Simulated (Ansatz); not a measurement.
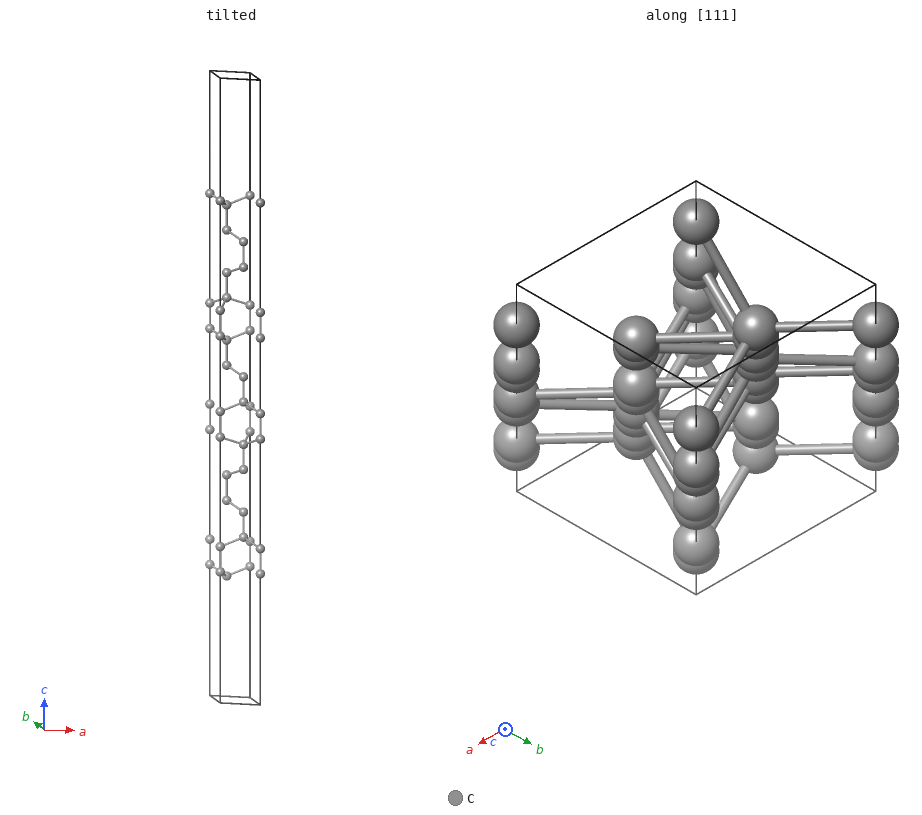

Structure drawing (ball-and-stick), viewed slightly off an axis and along [111]. The lines enclose the simulation cell; boundary atoms appear with their images.

Notes on the structure:

The element is carbon. The cell holds 24 atoms. Within bonding distance, the neighbour counts come to C 3 to 4 (mean 3.9). The bonds build C layers parallel to (001).

The initial geometry was an entry, possibly a prediction, of the Crystallography Open Database, from which a slab was cut. Earlier steps of the study, as a rule a relaxation of our own, may have changed the cell and positions, so they can lie some per cent off the listed ones. An electronic-structure calculation with Ansatz was run on it.

At this level of theory the run's own cell isn't at rest (forces up to 4.7 eV/Å), so its distances can differ from those at equilibrium, the more so the softer the solid.
